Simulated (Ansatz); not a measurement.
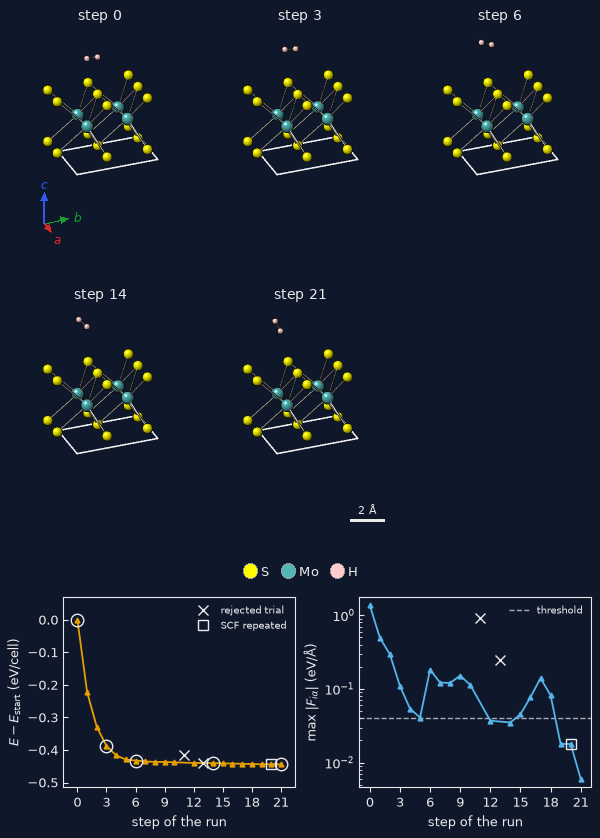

Frames of a constrained relaxation of a slab of composition Mo2HS4 (cut from the R3m phase), marked on the history of the run. Style: ball-and-stick. Shown: the cell of the calculation, outlined in the plane, without the vacuum, slightly off an axis.

Case: 1 H2 a cell, flat, over a top S site. The slab is the (0 0 1) face of MoS2 with H2 on it. 4 atoms are held fixed.

The calculation used DFT PBE+D3(BJ), scalar-relativistic, plane waves, PAW in Ansatz 0.2.0.

The input:
```yaml
crystal:
  lattice:
    - [6.3058975141, 0.0, 0.0]
    - [-3.1529487571, 5.4610674409, 0.0]
    - [0.0, 0.0, 21.1272324035]
  atoms:
    - { symbol: S, position: [0.6666666667, 0.3333333333, 0.3786582098] }
    - { symbol: S, position: [0.6666666667, 0.8333333333, 0.3786582098] }
    - { symbol: S, position: [0.1666666667, 0.3333333333, 0.3786582098] }
    - { symbol: S, position: [0.1666666667, 0.8333333333, 0.3786582098] }
    - { symbol: Mo, position: [0.3333333333, 0.1666666667, 0.4528751388] }
    - { symbol: Mo, position: [0.3333333333, 0.6666666667, 0.4528751388] }
    - { symbol: Mo, position: [0.8333333333, 0.1666666667, 0.4528751388] }
    - { symbol: Mo, position: [0.8333333333, 0.6666666667, 0.4528751388] }
    - { symbol: S, position: [0.6666666667, 0.3333333333, 0.5270912398] }
    - { symbol: S, position: [0.6666666667, 0.8333333333, 0.5270912398] }
    - { symbol: S, position: [0.1666666667, 0.3333333333, 0.5270912398] }
    - { symbol: S, position: [0.1666666667, 0.8333333333, 0.5270912398] }
    - { symbol: H, position: [0.6666666667, 0.3333333333, 0.6340621841] }
    - { symbol: H, position: [0.6455138046, 0.2052402385, 0.6340621841] }
basis:
  ecutwfc: 420
kpoints:
  mp_grid: { grid: [3, 3, 1] }
hamiltonian:
  xc: pbe
  dispersion: d3bj
scf:
  occupations: { method: gaussian, width: 0.05 }
output:
  forces: true
  eigenvalues: true
  write_density: true
  write_potential: true
  elf: true
  volumetric_format: npy
relax:
  adjacent_minimum: "off"
  f_tol: 0.04
  max_steps: 100
  constraints: [{ sites: [0, 1, 2, 3] }]
efield:
  axis: 3
  dipole_correction: true
  ramp_width: 0.04
```

Command:
```bash
ansatz run input.yaml --threads 4 --pin off --max-ram 10240MiB --backend cpu --events-out ev --progress --plain --runs-dir out
```

Q: What happens along the run?

A: After 18 accepted moves (21 points after the start) the energy has fallen by 0.444 eV per cell of the calculation. Largest force component: 1.4 eV/Å at the start, 0.006 eV/Å at the end. The line search rejected the trial steps at points 11, 13 of the run. 1 step only repeated the SCF at the same geometry. The forces were under the threshold at step 12, but the run went on from there. H14 moves most: 1.46 Å at 39° to the normal (+c side). S and Mo stay in place. The cell stays as it was. From step 0 to 3: H14 moves most (0.59 Å), energy −0.387 eV per cell of the calculation. From step 3 to 6: H14 moves most (0.52 Å), energy −44.9 meV per cell of the calculation. From step 6 to 14: H13 moves most (0.37 Å), energy −8.1 meV per cell of the calculation. From step 14 to 21: H13 moves most (0.54 Å), energy −3.6 meV per cell of the calculation.

Limits of the set-up: the periodic images lie only 6.3 Å apart, so the values are limited by the cell's size.
